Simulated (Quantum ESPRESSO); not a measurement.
**AlN (F-43m): zone-centre phonons**

Which modes does AlN (F-43m) have at the zone centre?

Main program and level: Quantum ESPRESSO 7.5; DFT LDA, scalar-relativistic, plane waves, JTH PAW pseudopotentials.

## Step 1: Starting point

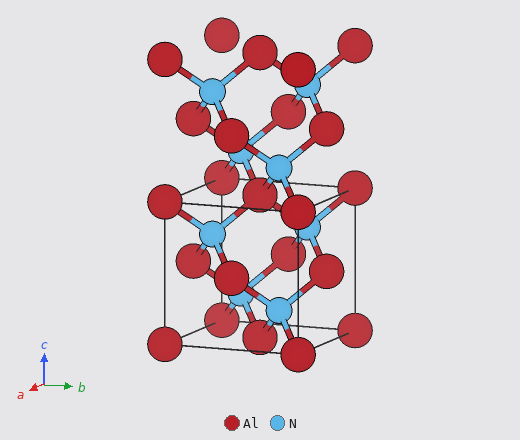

The cell as given, slightly off an axis (aluminium red, nitrogen blue). 1×1×2 cells are drawn. This picture shows the conventional cell, with its axes. Bonds to atoms that aren't drawn are left out. Some periodic images of atoms are drawn too.

Coordinates:

```cif
data_structure
_symmetry_space_group_name_H-M 'P 1'
_symmetry_Int_Tables_number 1
_cell_length_a 3.0886
_cell_length_b 3.0886
_cell_length_c 3.0886
_cell_angle_alpha 60.000
_cell_angle_beta 60.000
_cell_angle_gamma 60.000
_cell_volume 20.83
loop_
_atom_site_label
_atom_site_type_symbol
_atom_site_fract_x
_atom_site_fract_y
_atom_site_fract_z
_atom_site_occupancy
Al1 Al 0.00000 0.00000 0.00000 1
N2 N 0.75000 0.75000 0.75000 1
```

## Step 2: A probe with smearing

A cheap run with smearing and empty bands tells whether the crystal has a gap, which decides between fixed occupations and smearing later on.

Contents of probe.in:

```
 &control
    calculation='scf',
    prefix='x',
    outdir='./tmp',
    pseudo_dir='./pseudo',
    tprnfor=.true.,
    tstress=.true.,
    verbosity='high',
 /
 &system
    ibrav=2,
    celldm(1)=8.25429937,
    nat=2,
    ntyp=2,
    ecutwfc=60.0,
    ecutrho=480.0,
    occupations='smearing',
    smearing='gaussian',
    degauss=0.01,
 /
 &electrons
    conv_thr=1.0d-07,
    mixing_beta=0.7,
    electron_maxstep=100,
 /
ATOMIC_SPECIES
 Al     26.9815  Al.upf
 N      14.0070  N.upf
ATOMIC_POSITIONS crystal
 Al     0.000000000   0.000000000   0.000000000
 N      0.750000000   0.750000000   0.750000000
K_POINTS automatic
 8 8 8 0 0 0
```

Started as:

```console
> OMP_NUM_THREADS=1 mpirun -n 4 pw.x -nk 4 -in probe.in > probe.out
```

What it wrote:

```text
[banners, grids, parts of the stress and lines that vanish by symmetry left out]
Program PWSCF v.7.5
     file Al.upf: wavefunction(s)  3S 0S 3P 0P renormalized
     file N.upf: wavefunction(s)  0S 0P renormalized
[...]
kinetic-energy cutoff     =      60.0000  Ry
     charge density cutoff     =     480.0000  Ry
     scf convergence threshold =      1.0E-07
[...]
Exchange-correlation= SLA PW NOGX NOGC
                           (   1   4   0   0   0   0   0)
[...]
24 Sym. Ops. (no inversion) found
[...]
(     0          1          0      )
                  (     0          0          1      )
[...]
(  0.0000000  1.0000000  0.0000000 )
                  (  0.0000000  0.0000000  1.0000000 )
[...]
(     1          0         -1      )
                  (     0          0         -1      )
[...]
(  0.0000000  1.0000000  0.0000000 )
[...]
(    -1          0          1      )
                  (    -1          0          0      )
[...]
(  0.0000000  0.0000000  1.0000000 )
                  (  0.0000000 -1.0000000  0.0000000 )
[...]
number of k points=    29  Gaussian smearing, width (Ry)=  0.0100
[...]
End of self-consistent calculation
[...]
the Fermi energy is     9.0531 ev
!    total energy              =     -65.27989045 Ry
[...]
convergence has been achieved in   8 iterations
[...]
atom    1 type  1   force =     0.00000000    0.00000000    0.00000000
     atom    2 type  2   force =     0.00000000    0.00000000    0.00000000
[...]
Total force =     0.000000     Total SCF correction =     0.000000
[...]
total   stress  (Ry/bohr**3)                   (kbar)     P=      -40.61
[...]
XML data file, charge density, pseudopotentials, collected wavefunctions

   JOB DONE.
```

Run time: 2.3 s. Hardware: 4 MPI ranks of Arm Neoverse V1, shared host; 8.8 s of CPU time.

Read from the output:

```yaml
volume_per_atom: 10.42 Å³
pressure: -4.061 GPa
gap_on_the_k_mesh: 3.231 eV
```

A gap of 3.2 eV opens on this mesh, so the crystal is taken as an insulator; the start stands at -4.1 GPa.

## Step 3: Relaxing the cell and atoms

The relaxation runs at a cutoff a fifth above that of the response, since stress converges more slowly with the basis than frequencies do. Forces and stress are brought to rest with tight thresholds.

Contents of relax.in:

```
 &control
    calculation='vc-relax',
    prefix='x',
    outdir='./tmp',
    pseudo_dir='./pseudo',
    tprnfor=.true.,
    tstress=.true.,
    forc_conv_thr=2.0d-05,
    etot_conv_thr=1.0d-07,
    nstep=40,
 /
 &system
    ibrav=2,
    celldm(1)=8.25429937,
    nat=2,
    ntyp=2,
    ecutwfc=72,
    ecutrho=576.0,
    occupations='fixed',
    nbnd=6,
 /
 &electrons
    conv_thr=1.0d-11,
    mixing_beta=0.7,
    electron_maxstep=100,
 /
 &ions
 /
 &cell
    press_conv_thr=0.2,
 /
ATOMIC_SPECIES
 Al     26.9815  Al.upf
 N      14.0070  N.upf
ATOMIC_POSITIONS crystal
 Al     0.000000000   0.000000000   0.000000000
 N      0.750000000   0.750000000   0.750000000
K_POINTS automatic
 8 8 8 0 0 0
```

Started as:

```console
> OMP_NUM_THREADS=1 mpirun -n 4 pw.x -nk 4 -in relax.in > relax.out
```

What it wrote:

```text
[banners, grids, parts of the stress and lines that vanish by symmetry left out]
[banner, memory and clock lines left out]
Program PWSCF v.7.5

[...]
kinetic-energy cutoff     =      72.0000  Ry
     charge density cutoff     =     576.0000  Ry
     scf convergence threshold =      1.0E-11
[...]
energy convergence thresh.=      1.0E-07
     force convergence thresh. =      2.0E-05
     press convergence thresh. =      2.0E-01
     Exchange-correlation= SLA PW NOGX NOGC
                           (   1   4   0   0   0   0   0)
[...]
24 Sym. Ops. (no inversion) found
[...]
number of k points=    29
[...]
End of self-consistent calculation
[...]
highest occupied, lowest unoccupied level (ev):     6.6618    9.8939
!    total energy              =     -65.28034031 Ry
[...]
convergence has been achieved in  11 iterations
[...]
atom    1 type  1   force =     0.00000000    0.00000000   -0.00000000
     atom    2 type  2   force =     0.00000000    0.00000000    0.00000000
     Total force =     0.000000     Total SCF correction =     0.000000
[...]
total   stress  (Ry/bohr**3)                   (kbar)     P=      -42.57
[...]
number of bfgs steps    =   0
[...]
CELL_PARAMETERS (alat=  8.25429937)
[...]
ATOMIC_POSITIONS (crystal)
Al              -0.0000000000       -0.0000000000        0.0000000000
N                0.7500000000        0.7500000000        0.7500000000
[...]
New effective cutoffs (rho, wfc):  583.20   73.05
[...]
End of self-consistent calculation
[...]
highest occupied, lowest unoccupied level (ev):     6.8901   10.1318
!    total energy              =     -65.28076769 Ry
[...]
convergence has been achieved in   6 iterations
[...]
atom    1 type  1   force =    -0.00000000   -0.00000000    0.00000000
     atom    2 type  2   force =     0.00000000   -0.00000000    0.00000000
     Total force =     0.000000     Total SCF correction =     0.000000
[...]
total   stress  (Ry/bohr**3)                   (kbar)     P=        1.86
[...]
number of bfgs steps    =   1
[...]
CELL_PARAMETERS (alat=  8.25429937)
[...]
ATOMIC_POSITIONS (crystal)
Al               0.0000000000        0.0000000000       -0.0000000000
N                0.7500000000        0.7500000000        0.7500000000
[...]
New effective cutoffs (rho, wfc):  582.85   73.00
[...]
End of self-consistent calculation
[...]
highest occupied, lowest unoccupied level (ev):     6.8805   10.1219
!    total energy              =     -65.28076845 Ry
[...]
convergence has been achieved in   6 iterations
[...]
atom    1 type  1   force =    -0.00000000    0.00000000   -0.00000000
     atom    2 type  2   force =     0.00000000   -0.00000000    0.00000000
     Total force =     0.000000     Total SCF correction =     0.000000
[...]
total   stress  (Ry/bohr**3)                   (kbar)     P=       -0.05
[...]
number of bfgs steps    =   2
[...]
small trust_radius: resetting bfgs history
[...]
CELL_PARAMETERS (alat=  8.25429937)
[...]
ATOMIC_POSITIONS (crystal)
Al               0.0000000000        0.0000000000       -0.0000000000
N                0.7500000000        0.7500000000        0.7500000000
[...]
New effective cutoffs (rho, wfc):  582.86   73.00
[...]
End of self-consistent calculation
[...]
highest occupied, lowest unoccupied level (ev):     6.8808   10.1222
!    total energy              =     -65.28076845 Ry
[...]
convergence has been achieved in   4 iterations
[...]
atom    1 type  1   force =     0.00000000    0.00000000    0.00000000
     atom    2 type  2   force =    -0.00000000   -0.00000000    0.00000000
     Total force =     0.000000     Total SCF correction =     0.000000
[...]
total   stress  (Ry/bohr**3)                   (kbar)     P=        0.00
[...]
bfgs converged in   4 scf cycles and   3 bfgs steps
[...]
End of BFGS Geometry Optimization
     Final enthalpy           =     -65.2807684548 Ry
     File ./tmp/x.bfgs deleted, as requested
[...]
CELL_PARAMETERS (alat=  8.25429937)
[...]
ATOMIC_POSITIONS (crystal)
Al               0.0000000000        0.0000000000       -0.0000000000
N                0.7500000000        0.7500000000        0.7500000000
[...]
Final scf calculation at the relaxed structure.
[...]
kinetic-energy cutoff     =      72.0000  Ry
     charge density cutoff     =     576.0000  Ry
     scf convergence threshold =      1.0E-13
[...]
press convergence thresh. =      2.0E-01
     Exchange-correlation= SLA PW NOGX NOGC
                           (   1   4   0   0   0   0   0)
[...]
24 Sym. Ops. (no inversion) found
[...]
number of k points=    29
[...]
End of self-consistent calculation
[...]
highest occupied, lowest unoccupied level (ev):     6.8810   10.1222
!    total energy              =     -65.28072101 Ry
[...]
convergence has been achieved in  12 iterations
[...]
atom    1 type  1   force =     0.00000000    0.00000000    0.00000000
     atom    2 type  2   force =     0.00000000    0.00000000   -0.00000000
     Total force =     0.000000     Total SCF correction =     0.000000
[...]
total   stress  (Ry/bohr**3)                   (kbar)     P=        0.03
[...]
XML data file, charge density, pseudopotentials, collected wavefunctions
```

It took 6.8 s on 4 MPI ranks; 27 s of CPU time.

Relaxation path:

```
step  energy less that of the first step (eV)  largest force (eV/Å)  pressure (GPa)  volume (Å³)
   1                                   0.0000                0.0000           -4.26        20.83
   2                                  -0.0058                0.0000            0.19        20.39
   3                                  -0.0058                0.0000           -0.01        20.40
   4                                  -0.0058                0.0000            0.00        20.40
   5                                  -0.0052                0.0000            0.00        20.40
```

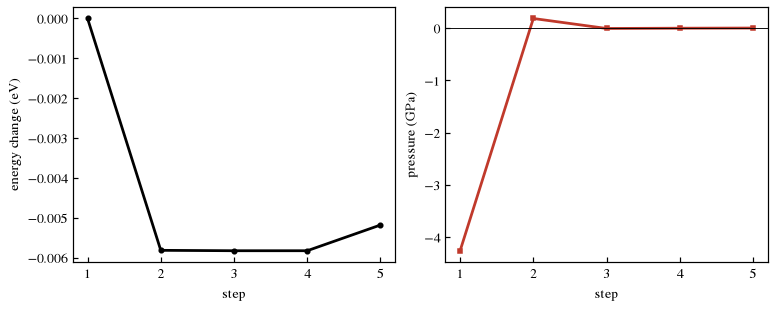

Energy and pressure along the relaxation.

```
conventional cell, symmetrised  before  after  change
                         a (Å)   4.368  4.338  -0.7 %
                         b (Å)   4.368  4.338  -0.7 %
                         c (Å)   4.368  4.338  -0.7 %
              volume (Å³/atom)   10.42  10.20  -2.1 %
```

Final coordinates:

```
CELL_PARAMETERS angstrom
-2.16883 0.00000 2.16883
0.00000 2.16883 2.16883
-2.16883 2.16883 0.00000
ATOMIC_POSITIONS crystal
Al 0.00000 0.00000 0.00000
N 0.75000 0.75000 0.75000
```

The last row of the table of steps is pw.x's closing run on a basis chosen anew for the final cell, so its energy can jump.

This step gave:

- volume per atom: 10.20 Å³
- pressure: 0.003000 GPa
- gap on the k-mesh: 3.241 eV

The volume changes by -2.1 % from the cell with which this run began.

## Step 4: Self-consistent run for the response

Perturbation theory inherits every error of the wavefunctions, so the threshold is set near the limit of the arithmetic. With a gap, occupations are fixed, which also allows the response to an electric field.

Contents of scf.in:

```
 &control
    calculation='scf',
    prefix='x',
    outdir='./tmp',
    pseudo_dir='./pseudo',
    tprnfor=.true.,
    tstress=.true.,
 /
 &system
    ibrav=2,
    celldm(1)=8.19697891,
    nat=2,
    ntyp=2,
    ecutwfc=60.0,
    ecutrho=480.0,
    occupations='fixed',
    nbnd=6,
 /
 &electrons
    conv_thr=1.0d-12,
    mixing_beta=0.7,
    electron_maxstep=100,
 /
ATOMIC_SPECIES
 Al     26.9815  Al.upf
 N      14.0070  N.upf
ATOMIC_POSITIONS crystal
 Al     0.000000000   0.000000000   0.000000000
 N      0.750000000   0.750000000   0.750000000
K_POINTS automatic
 8 8 8 0 0 0
```

Started as:

```console
> OMP_NUM_THREADS=1 mpirun -n 4 pw.x -nk 4 -in scf.in > scf.out
```

What it wrote:

```text
[banners, grids, parts of the stress and lines that vanish by symmetry left out]
[banner, memory and clock lines left out]
Program PWSCF v.7.5

[...]
kinetic-energy cutoff     =      60.0000  Ry
     charge density cutoff     =     480.0000  Ry
     scf convergence threshold =      1.0E-12
[...]
Exchange-correlation= SLA PW NOGX NOGC
                           (   1   4   0   0   0   0   0)
[...]
24 Sym. Ops. (no inversion) found
[...]
number of k points=    29
[...]
End of self-consistent calculation
[...]
highest occupied, lowest unoccupied level (ev):     6.8820   10.1223
!    total energy              =     -65.28026230 Ry
[...]
convergence has been achieved in  12 iterations
[...]
atom    1 type  1   force =     0.00000000    0.00000000   -0.00000000
     atom    2 type  2   force =     0.00000000    0.00000000    0.00000000
     Total force =     0.000000     Total SCF correction =     0.000000
[...]
total   stress  (Ry/bohr**3)                   (kbar)     P=        2.19
[...]
XML data file, charge density, pseudopotentials, collected wavefunctions
```

The job ended after 2.5 s (4 MPI ranks; 9.7 s of CPU time).

This step gave:

```
pressure          : 0.219 GPa
gap on the k-mesh : 3.240 eV
```

The cell stands at 0.22 GPa, close enough for stiff modes, while soft ones can move.

[end of part 1 of 4]

[Host names and launcher messages were left out of these logs when they were recorded.]

[Logs are printed without paths, hosts, clocks, repeated set-up lines and the standing remarks that a program may print on its own settings, such as how far it seeks lower states.]

[Hosts, paths, dates, database ids (printed as entryN), source tags and the programs' standing remarks are cut or masked in the printed files.]
